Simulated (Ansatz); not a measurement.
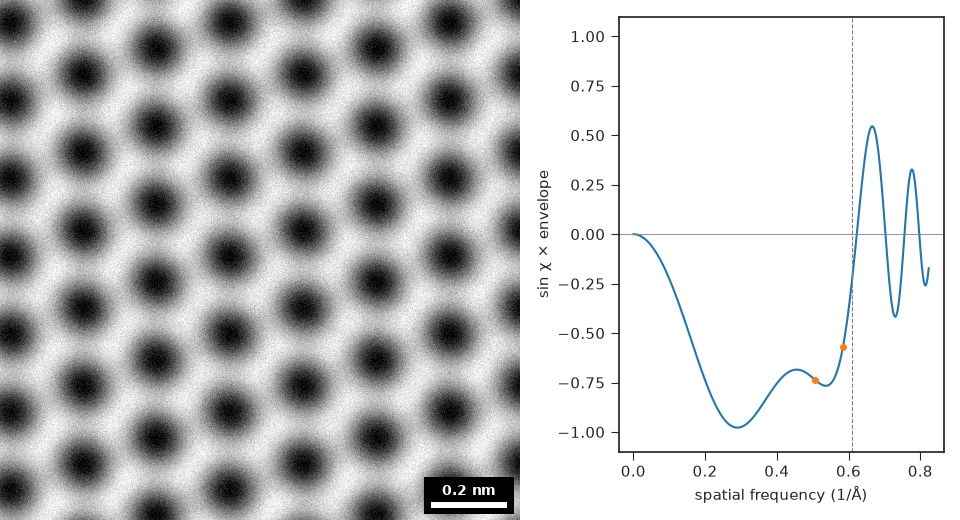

Phase-contrast TEM-like image of Ni (Fm-3m, No. 225) along [110]. Simulated in the weak-phase-object approximation with neutral-atom potentials: 300 kV, Cs = 0.50 mm, defocus −376 Å (negative is underfocus), defocus spread 40 Å, aperture 0.61 1/Å. Shot noise was added. Structure: a calculation's starting geometry.

The plot gives the contrast transfer function, the aperture (dashed) and the crystal's spatial frequencies that carry visible contrast (dots).

Do the atom columns appear dark or bright, and why?

Answer. Dark. With positive Cs and underfocus sin χ is negative over the pass band, so the strongest columns (Ni) come out darker than the background.

What point resolution do these settings give, and which lattice spacings pass?

Answer. About 1.6 Å (0.66 |Cs|^(1/4) λ^(3/4) with λ = 0.0197 Å). The spacings that carry visible contrast are {111} at 1.98 Å, {200} at 1.71 Å.
